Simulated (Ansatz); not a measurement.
```xyz
8
Lattice="-4.0600 0.0000 -4.0600 0.0000 -4.0600 -4.0600 -4.0600 -4.0600 0.0000" Properties=species:S:1:pos:R:3 pbc="T T T"
Ti   -2.0994   -2.0018   -4.0170
Ti   -2.0017   -4.0287   -2.0352
Ti   -4.0738   -2.0756   -6.0937
Ti   -4.0174   -4.0405   -4.0306
Ti   -4.0474   -4.0852   -0.0445
Ti   -4.0826   -6.1088   -6.0780
Ti   -6.0643   -4.0188   -2.1107
Ti   -6.0934   -6.1207   -8.0703
```

Space group P1; changed on purpose from its base cell (all atoms moved at random (sigma 0.03 A a component)); not relaxed (largest force 0.5 eV/Å); computed pressure about −5 GPa in this cell; computed without spin polarisation.

The calculation used DFT LDA, scalar-relativistic, plane waves, PAW in Ansatz 0.2.0.

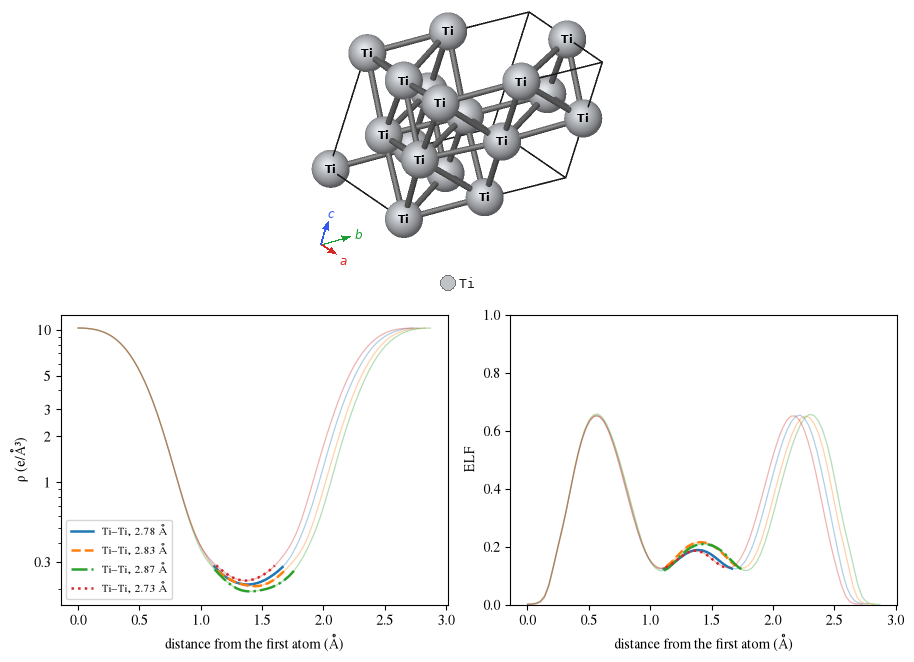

Ti. Valence pseudo-density and ELF along straight lines between neighbouring atoms. Thin, pale parts lie inside the atomic spheres. The structure is drawn too.

Core electrons are frozen (PAW), and the valence fields are smoothed inside the atomic spheres.

Compare the contacts.

Answer. Ti–Ti (2.78 Å): ρ at the midpoint is about 0.21 e/Å³; the ELF is about 0.20 at the midpoint (no localised pair shows between them).
Ti–Ti (2.83 Å): ρ at the midpoint is about 0.21 e/Å³; the ELF is about 0.20 at the midpoint; no shared electron pair shows on this line.
Ti–Ti (2.87 Å): ρ at the midpoint is about 0.19 e/Å³; the ELF is about 0.20 at the midpoint; no localised pair shows between them.
Ti–Ti (2.73 Å): the density is about 0.23 e/Å³ at the midpoint; the ELF is about 0.20 at the midpoint: no localised pair shows between them.
